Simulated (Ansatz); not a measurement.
# Field-gradient calculation, with input and output: TaN

TaN (4 atoms in the cell), computed with DFT, PBEsol, PAW with Ansatz's default frozen-core files, scalar-relativistic, no spin polarisation (Ansatz 0.2.0).

The structure derives from an entry of the Crystallography Open Database. It belongs to a series of runs on one base structure; here: zz strain of -2 %, PAW files.

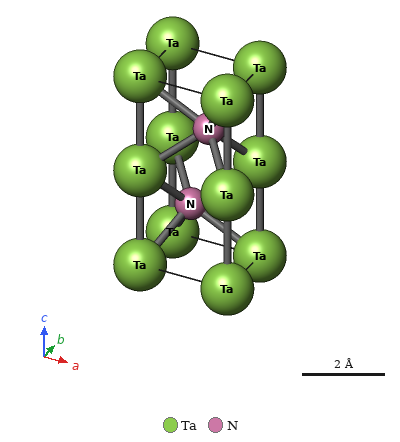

*The input geometry (ball-and-stick view of the cell of the calculation, seen slightly off an axis). An atom can appear more than once, as a periodic image.*

Near neighbours in the periodic cell (some may lie outside the picture): Ta has 6 N at 2.13 Å and 2 Ta at 2.41 Å; N has 6 Ta at 2.13 Å.

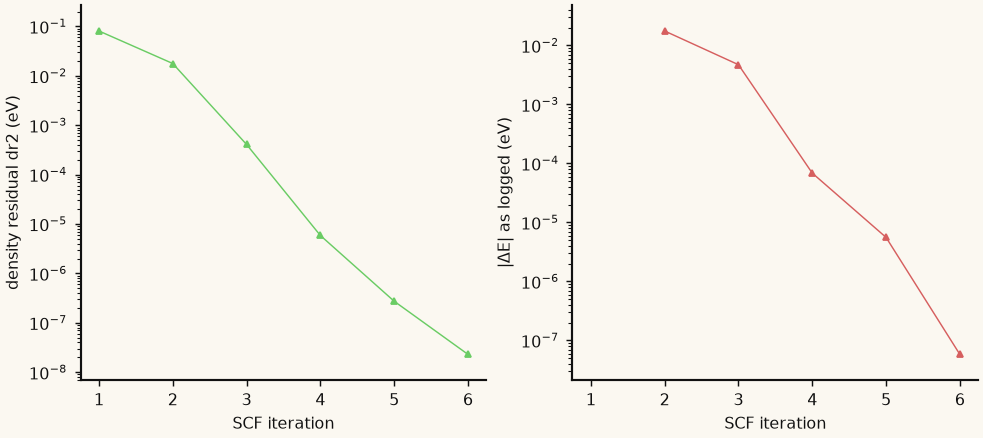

*Convergence of the self-consistent field: density residual dr2 and size of the energy change against the SCF iteration.*

The residual falls at every step.

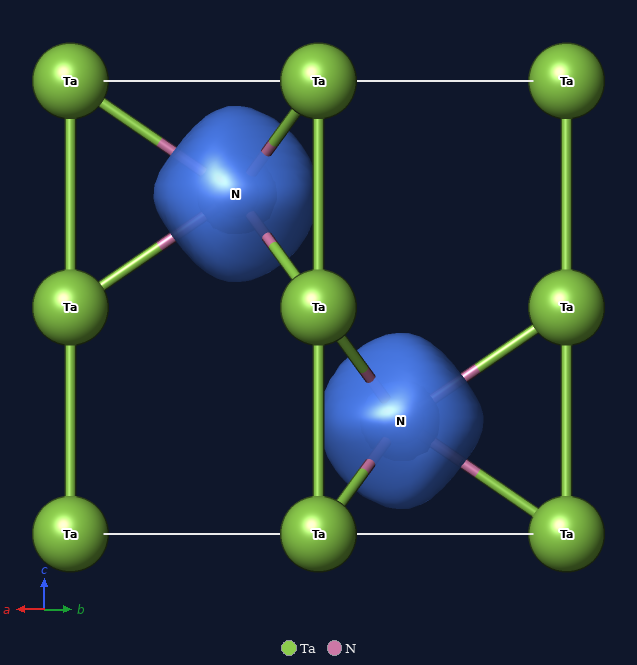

*Isosurface of the ELF at 0.65 (blue), seen along [110]. Core shells and regions of very low density are left out. Sticks mark near contacts. The outline is the cell set on symmetry axes.*

Along the contacts the grid gives the following. Ta–N (2.13 Å): the ELF is about 0.20 at the midpoint; no shared pair; the contact is polar. Ta–Ta (2.41 Å): the ELF is about 0.30 at the midpoint (no shared electron pair). Core electrons are frozen (PAW), so the fields are smoothed inside the atomic spheres.

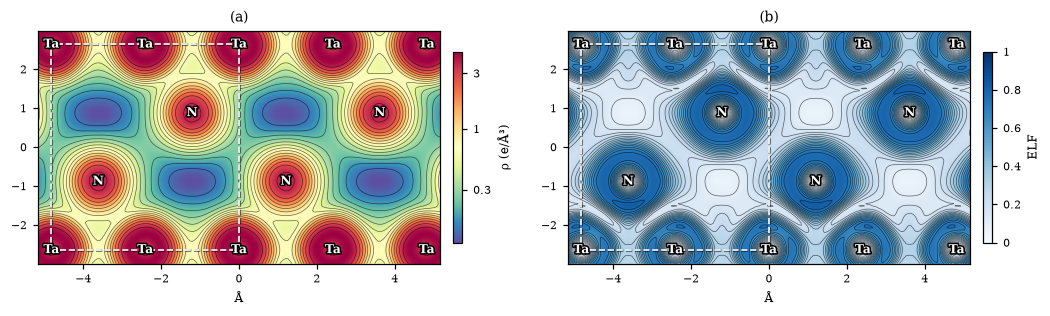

*(a) valence electron density; (b) ELF on the (110) plane of the conventional cell.*

The section cuts through Ta and N sites. Ta–N (2.13 Å): ρ at the midpoint is about 0.65 e/Å³; the ELF is about 0.20 at the midpoint (no shared pair; the contact is polar). Ta–Ta (2.41 Å): the density is about 0.66 e/Å³ at the midpoint; the ELF is about 0.30 at the midpoint; no shared electron pair. Away from the nuclei the density in this plane falls to 0.11 e/Å³ at its lowest. The strong features right at Ta lie inside the PAW spheres (semicore, d or f shells) and say nothing about bonding.

The input and output of the run follow.

Input file:
```yaml
crystal:
  lattice:
    - [3.0480019786, 0.0, 0.0]
    - [-1.5240009893, 2.6396471442, 0.0]
    - [0.0, 0.0, 4.81964]
  atoms:
    - { symbol: Ta, position: [0.0, 0.0, 0.0] }
    - { symbol: Ta, position: [0.0, 0.0, 0.5] }
    - { symbol: "N", position: [0.3333333333, 0.6666666667, 0.25] }
    - { symbol: "N", position: [0.6666666667, 0.3333333333, 0.75] }
kpoints:
  mp_grid: { grid: [9, 9, 5] }
scf:
  occupations: { method: fermi_dirac, width: 0.01 }
hamiltonian:
  xc: pbesol
  pseudopotentials: { kind: paw }
output:
  forces: true
  stress: true
  eigenvalues: true
  efg: { contact_densities: true }
  write_density: true
  write_potential: true
  elf: true
  volumetric_format: npy
```

Launched with:
```bash
ansatz run input.yaml --threads 1 --pin off --max-ram 6144MiB --backend cpu --events-out ev --progress --plain --runs-dir out
```

What the program printed:
```
Ta: output.efg is read without spin–orbit coupling, which moves field gradients at and beside such atoms by some per cent and up to a factor of two; PAW files take it under magnetization.noncollinear and magnetization.spin_orbit
Engine: ansatz 0.2.0, aarch64-unknown-linux-gnu
Pseudopotentials: kind: paw
Pseudopotential: Ta, paw, valence charge 13, recommended cutoff 420 eV (normal), Ta.paw.azcp
Pseudopotential: N, paw, valence charge 5, recommended cutoff 420 eV (normal), N.paw.azcp
Functional definition: PBEsol
  exchange = pbesol_x
  correlation = pbesol_c
Crystal: 4 atoms, lattice volume = 38.777 Å³
Basis set: ecut = 420 eV, 749 PW (Γ), exchange–correlation on 48×48×72 points (8 copies of the dense FFT grid, shifted against one another)
Bands: 22, of which v1, the nominal top of the filled ones, is band 18 counted from 1 (17 counted from 0)
Symmetry: 24 space group operations
Space group: P63/mmc (ITA 194), of the structure as read, at distance tolerance 3.4e-5 Å
k-points: 36 of 405
Non-local potential: Ta, projectors of the file, l = 0: 3, l = 1: 2, l = 2: 2, l = 3: 1
Non-local potential: N, projectors of the file, l = 0: 2, l = 1: 2, l = 2: 1
PAW form: soft (Blöchl's): semilocal exchange-correlation on the pseudo side does not see the compensation charge
PAW frozen core: Ta, regenerated for the run's functional, and the local potential with it (the file was generated under x = pbe(κ = 0.804, μ = 0.2195149727645171), c = pbe(β = 0.06672455060314922))
PAW frozen core: N, regenerated for the run's functional, and the local potential with it (the file was generated under x = pbe(κ = 0.804, μ = 0.2195149727645171), c = pbe(β = 0.06672455060314922))
PAW one-centre angular grid: Ta, 590 points (default); XC on 64 Gauss nodes
PAW one-centre angular grid: N, 110 points (default); XC on 64 Gauss nodes
Initial density: superposition of atomic densities (neutral atoms: chi_scale 0, normalization atom), corrected by the library's trained network
Initial wavefunctions: pseudopotential atomic-orbital guess
Functional: x = pbesol(κ = 0.804, μ = 0.12345679012345678), c = pbesol(β = 0.046)
SCF iter   1: F=—  HF=-20371.478287 eV  |F-HF|=—  |Δ(HF+E_count)|=         —  Δρ=2.00e-2  dr2=8.11e-2  ethr=1.77e-3  ⟨swp⟩=5.9  Hψ=3777  notcnv=0
preconditioner: auto → Kerker (q_TF=auto, 2.695 Å⁻¹)  [metal: Δε(μ)=0.006 eV  Ē_g=10.070 eV  σ=0.010 eV  W_gap=0.14  n_scr=10 (ndim 8)  ℏωp=26.7 eV  f_vac=0.000  D(μ)=8.27/eV (n_scr^D=146)]
SCF iter   2: F=—  HF=-20371.460638 eV  |F-HF|=—  |Δ(HF+E_count)|=   1.76e-2  Δρ=1.00e-2  dr2=1.78e-2  ethr=2.25e-4  ⟨swp⟩=2.0  Hψ=1187  notcnv=0  defer=1
SCF iter   3: F=—  HF=-20371.455923 eV  |F-HF|=—  |Δ(HF+E_count)|=   4.72e-3  Δρ=1.56e-3  dr2=4.09e-4  ethr=4.96e-5  ⟨swp⟩=2.0  Hψ=1169  notcnv=0  defer=6
SCF iter   4: F=—  HF=-20371.455854 eV  |F-HF|=—  |Δ(HF+E_count)|=   6.87e-5  Δρ=1.71e-4  dr2=5.88e-6  ethr=1.14e-6  ⟨swp⟩=2.1  Hψ=1173  notcnv=0  defer=6
SCF iter   5: F=—  HF=-20371.455860 eV  |F-HF|=—  |Δ(HF+E_count)|=   5.59e-6  Δρ=3.09e-5  dr2=2.74e-7  ethr=1.63e-8  ⟨swp⟩=2.5  Hψ=1274  notcnv=0  defer=6
SCF iter   6: F=-20371.455860 eV  HF=-20371.455860 eV  |F-HF|=5.39e-9  |Δ(HF+E_count)|=   5.81e-8  Δρ=7.75e-6  dr2=2.30e-8  ethr=2.78e-10  ⟨swp⟩=9.1  Hψ=5104  notcnv=0
SCF 1 converged in 6 iterations: F = -20371.455860 eV  dr2 = 2.30e-8
  greatest PAW one-centre occupation: 1.000 electrons in one spin orbital (limit 2), on the Ta atom at site 1 (counted from 0), in its partial waves of l = 0
SCF converged after 6 iterations
Free energy (F): -20371.455860 eV
Harris-Foulkes:  -20371.455860 eV  (|F-HF|=5.39e-9)
Internal energy: -20371.453330 eV  (E = F + TS)
E sigma→0 (E₀):  -20371.454595 eV
Entropy (-TS):   -0.002530 eV (-0.632 meV/atom)
Fermi energy:    23.261009 eV
--- Per-component energies (eV) ---
  E_band       = -22.058673
  E_kinetic    = 1024.352240
  E_local      = -1135.439795  (includes V_loc(G=0)·N_el)
  E_nonlocal   = 131.992270
  E_hartree    = 401.903140
  E_xc         = -562.387828
  E_vxc        = -571.864445  (∫ρ·V_xc dr)
  E_paw        = -16795.158073  (= ΣΔE_a)
  E_vpaw       = -274.907730  (= ΣTr[D̂ρ^β])
  E_aug_tail   = 0.000553  (compensation charges beyond the density's cutoff)
  E_ewald      = -3437.199327
  E_core_change = 0.483491  (= ΣΔE_core)
  E_smearing   = -0.002530  (= −TS)
  E_closure    = -0.000000  (closes the sum)
  Σ components = -20371.455860   (vs F -20371.455860, Δ=0.00e0)
--- Forces (eV/Å), atoms counted from 1 ---
  atom   1  Ta    -0.00000000     0.00000000    -0.00000000
  atom   2  Ta     0.00000000    -0.00000000    -0.00000000
  atom   3  N     -0.00000000    -0.00000000     0.00000000
  atom   4  N     -0.00000000     0.00000000     0.00000000
  max |Σ_I F_I| component: 1.11e-16 eV/Å
--- Stress (GPa, compression-positive) ---
       30.864273      -0.000000       0.000000
        0.000000      30.864273       0.000000
        0.000000       0.000000     124.652732
  P = ⅓ Tr σ = 62.1271 GPa (621.271 kbar)
--- PAW observables at the nuclei: V_zz in 10²¹ V/m², potentials from the cell's mean, atoms counted from 1 ---
  atom   1  Ta V_zz =   -19.168742   η = 0.0000   by run symmetry: allowed
            electrostatic potential = -14505.318258 V   contact ρ = 8144156.534325 e/Å³
  atom   2  Ta V_zz =   -19.168742   η = 0.0000   by run symmetry: allowed
            electrostatic potential = -14505.318258 V   contact ρ = 8144156.534325 e/Å³
  atom   3  N  V_zz =    +0.591643   η = 0.0000   by run symmetry: allowed
            electrostatic potential = -532.411750 V   contact ρ = 1403.676654 e/Å³
  atom   4  N  V_zz =    +0.591643   η = 0.0000   by run symmetry: allowed
            electrostatic potential = -532.411750 V   contact ρ = 1403.676654 e/Å³
--- Band table (eV; the first three rows and the last of 36) ---
  k-point 0: bands = ["-45.5379", "-45.1590", "-14.0860", "-11.9951", "-11.9951", "-11.5434", "-11.5434", "-10.5514", "4.2130", "7.7926", "13.0419", "15.0871", "15.0871", "17.8294", "19.5908", "19.5908", "19.7139", "21.1410", "21.1410", "22.6497", "22.6497", "26.2779"]
  k-point 1: bands = ["-45.5024", "-45.1959", "-13.8008", "-11.9540", "-11.9540", "-11.5887", "-11.5887", "-10.9595", "4.5126", "7.3056", "13.6848", "15.3582", "15.3582", "17.8473", "18.7087", "18.7087", "19.9111", "21.5087", "21.5087", "23.5057", "23.5057", "26.9362"]
  k-point 2: bands = ["-45.4089", "-45.2919", "-13.0131", "-11.9386", "-11.8444", "-11.8444", "-11.7049", "-11.7049", "5.2843", "6.3007", "15.1232", "16.1340", "16.1340", "16.7316", "17.3141", "17.3141", "21.9550", "22.5437", "22.5437", "23.7937", "23.7937", "25.1233"]
  k-point 35: bands = ["-45.3484", "-45.2335", "-12.7788", "-12.4599", "-12.4599", "-12.2664", "-12.2664", "-11.7543", "6.6102", "6.6102", "14.7613", "14.7613", "16.3582", "16.3582", "16.4585", "17.8253", "22.9273", "22.9273", "23.3411", "25.7581", "25.7581", "25.9295"]
```

File rho_z.tsv:
```
# z_ang	rho[e/angstrom^3]
# format = ansatz-planar-average/11
# lattice	3.048001979	0.000000000	0.000000000
# lattice	-1.524000989	2.639647144	0.000000000
# lattice	0.000000000	0.000000000	4.819640000
# sites	4
# site	73	0.000000000	0.000000000	0.000000000
# site	73	0.000000000	0.000000000	2.409820000
# site	7	0.000000000	1.759764763	1.204910000
# site	7	1.524000989	0.879882381	3.614730000
0.000000	1.207213e0
0.133879	1.188776e0
0.267758	1.125311e0
0.401637	1.013522e0
0.535516	8.815788e-1
0.669394	7.822812e-1
0.803273	7.516691e-1
0.937152	7.777364e-1
1.071031	8.155539e-1
1.204910	8.308081e-1
1.338789	8.155539e-1
1.472668	7.777364e-1
1.606547	7.516691e-1
1.740426	7.822812e-1
1.874304	8.815788e-1
2.008183	1.013522e0
2.142062	1.125311e0
2.275941	1.188776e0
2.409820	1.207213e0
2.543699	1.188776e0
2.677578	1.125311e0
2.811457	1.013522e0
2.945336	8.815788e-1
3.079214	7.822812e-1
3.213093	7.516691e-1
3.346972	7.777364e-1
3.480851	8.155539e-1
3.614730	8.308081e-1
3.748609	8.155539e-1
3.882488	7.777364e-1
4.016367	7.516691e-1
4.150246	7.822812e-1
4.284124	8.815788e-1
4.418003	1.013522e0
4.551882	1.125311e0
4.685761	1.188776e0
```

File v_z.tsv:
```
# z_ang	v_es[eV]	v_tot[eV]
# format = ansatz-planar-average/11
# xc	pbesol
# density_cutoff_ev	1680
# datasets	Ta=:simpson_from_first_knot:soft:shift=-1016877	N=:simpson_from_first_knot:soft:shift=-194789
# lattice	3.048001979	0.000000000	0.000000000
# lattice	-1.524000989	2.639647144	0.000000000
# lattice	0.000000000	0.000000000	4.819640000
# sites	4
# site	73	0.000000000	0.000000000	0.000000000
# site	73	0.000000000	0.000000000	2.409820000
# site	7	0.000000000	1.759764763	1.204910000
# site	7	1.524000989	0.879882381	3.614730000
0.000000	2.421636e0	-1.282821e1
0.133879	3.064861e0	-1.209341e1
0.267758	4.829849e0	-1.006346e1
0.401637	7.330458e0	-7.173660e0
0.535516	9.718105e0	-4.371226e0
0.669394	1.121628e1	-2.526305e0
0.803273	1.181587e1	-1.710866e0
0.937152	1.186704e1	-1.590059e0
1.071031	1.171757e1	-1.767330e0
1.204910	1.161828e1	-1.895958e0
1.338789	1.171757e1	-1.767330e0
1.472668	1.186704e1	-1.590059e0
1.606547	1.181587e1	-1.710866e0
1.740426	1.121628e1	-2.526305e0
1.874304	9.718105e0	-4.371226e0
2.008183	7.330458e0	-7.173660e0
2.142062	4.829849e0	-1.006346e1
2.275941	3.064861e0	-1.209341e1
2.409820	2.421636e0	-1.282821e1
2.543699	3.064861e0	-1.209341e1
2.677578	4.829849e0	-1.006346e1
2.811457	7.330458e0	-7.173660e0
2.945336	9.718105e0	-4.371226e0
3.079214	1.121628e1	-2.526305e0
3.213093	1.181587e1	-1.710866e0
3.346972	1.186704e1	-1.590059e0
3.480851	1.171757e1	-1.767330e0
3.614730	1.161828e1	-1.895958e0
3.748609	1.171757e1	-1.767330e0
3.882488	1.186704e1	-1.590059e0
4.016367	1.181587e1	-1.710866e0
4.150246	1.121628e1	-2.526305e0
4.284124	9.718105e0	-4.371226e0
4.418003	7.330458e0	-7.173660e0
4.551882	4.829849e0	-1.006346e1
4.685761	3.064861e0	-1.209341e1
```

Summary:

```csv
quantity,value
outcome,converged
space group (tolerance 0.01 Å),P6₃/mmc (194)
electrons treated,36
free energy,−20371.4559 eV
Fermi energy,23.261 eV
pressure,62.13 GPa
field gradient V_zz (10²¹ V/m²),"Ta −19.17, Ta −19.17, N 0.59, N 0.59"
largest force (length of the vector),under 0.001 eV/Å
hardware,"1 thread of Arm Neoverse N1, 24 GiB of memory available, shared host"
wall time,6.6 s
peak memory,0.38 GiB
```

Notes:

Warnings of the run: the field gradients leave out spin–orbit coupling. Spin–orbit coupling is left out, which matters for Ta.
